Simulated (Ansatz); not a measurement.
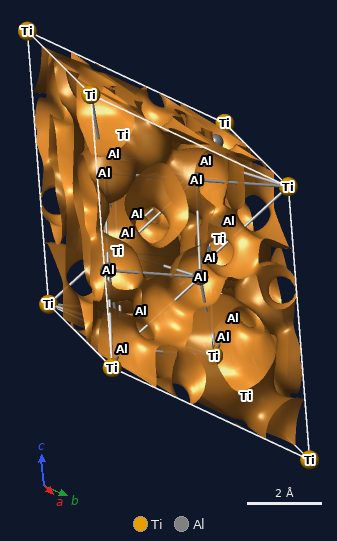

*TiAl$_{3}$. Isosurface of the ELF at 0.55 (orange), seen slightly off an axis. Only the valence region is drawn (cores and ρ < 0.01 e/Å³ removed). Sticks mark near contacts.*

Space group I4/mmm; a structure from a database of computed crystals, not necessarily the ambient phase; computed without spin polarisation.

Theory: DFT PBE, scalar-relativistic, plane waves, PAW (Ansatz 0.2.0).

Core electrons are frozen (PAW), and the valence fields are smoothed inside the atomic spheres.

Question: What do the ELF domains correspond to?

Answer: The surface consists of one network that runs through the whole crystal, counted in one cell of 20 atoms. Regions shared between cells count once.

Values along the shortest contacts:
Ti–Al (2.72 Å): the ELF is about 0.35 at the midpoint. Al–Al (2.72 Å): the ELF peaks at about 0.70 between the atoms.

Question: Does the calculation give a band gap?

Answer: It is metallic or semimetallic at this level of theory: no gap opens.
